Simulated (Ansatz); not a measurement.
Ta2N

Input

```
crystal:
  lattice:
    - [5.1061746481, 0.0, 0.0]
    - [-2.5530873241, 4.4220769614, 0.0]
    - [0.0, 0.0, 4.7652243437]
  atoms:
    - { symbol: Ta, position: [0.6668041018, 0.6668041018, 0.7527922856] }
    - { symbol: Ta, position: [0.0, 0.3331958982, 0.7527922856] }
    - { symbol: Ta, position: [0.3331958982, 0.0, 0.7527922856] }
    - { symbol: Ta, position: [0.3331958982, 0.3331958982, 0.2472077144] }
    - { symbol: Ta, position: [0.0, 0.6668041018, 0.2472077144] }
    - { symbol: Ta, position: [0.6668041018, 0.0, 0.2472077144] }
    - { symbol: "N", position: [0.6666666667, 0.3333333333, 0.5] }
    - { symbol: "N", position: [0.3333333333, 0.6666666667, 0.5] }
    - { symbol: "N", position: [0.0, 0.0, 0.0] }
basis:
  ecutwfc: 420
kpoints:
  mp_grid: { grid: [12, 12, 8] }
hamiltonian:
  xc: pbesol
scf:
  occupations: { method: gaussian, width: 0.15 }
output:
  forces: true
  stress: true
  eigenvalues: true
  write_density: true
  write_potential: true
  elf: true
  volumetric_format: npy
```

Command:

```sh
ansatz run input.yaml --threads 2 --pin off --max-ram 5120MiB --backend cpu --events-out ev --progress --plain --runs-dir out
```

Below, planes, directions and counts refer to the conventional cell (a = 5.11 Å, b = 5.11 Å, c = 4.77 Å, α = 90.00°, β = 90.00°, γ = 120.00°).

Space group P-31m; a structure from a database of computed crystals, not necessarily the ambient phase; changed on purpose from its base cell (strain -0.030 along x and y, -0.030 along z, atoms carried along); computed pressure about 34 GPa in this cell; computed without spin polarisation.

All numbers below come from Ansatz 0.2.0, DFT PBEsol, scalar-relativistic, plane waves, PAW.

Q: Predict the valence pseudo-density and electron localisation function between the atoms.

A: Ta–N (2.07 Å): ρ at the midpoint is about 0.75 e/Å³; the ELF peaks at about 0.80 in the valence shell of N, 0.6 Å from its nucleus, and drops to about 0.20 between the two atoms (no localised pair shows between them).
Ta–Ta (2.91 Å): ρ is about 0.32 e/Å³ halfway; the ELF is about 0.35 at the midpoint.
Ta–Ta (2.95 Å): ρ at the midpoint is about 0.27 e/Å³; the ELF is about 0.15 at the midpoint; no localised pair shows between them.

Q: Metal or insulator at this level of theory?

A: It is metallic or semimetallic at this level of theory: no gap opens; semilocal functionals without U, or without the true magnetic order, often close the gap of such compounds.

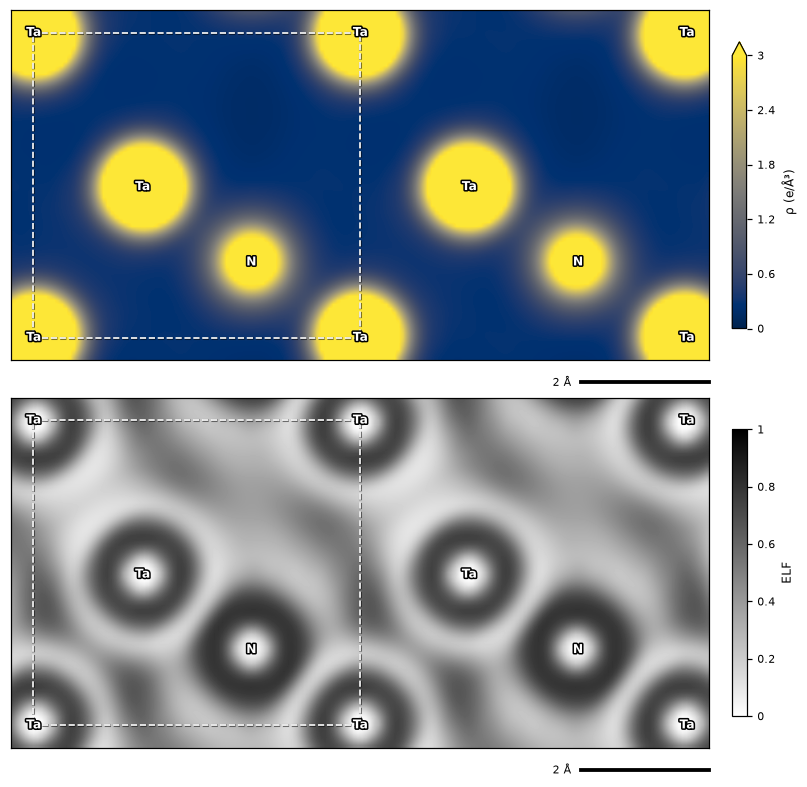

Computed valence pseudo-density and electron localisation function on the (100) plane of the conventional cell, in this order. 

The density is the valence pseudo-density of a PAW calculation; it isn't the true density close to the nuclei.
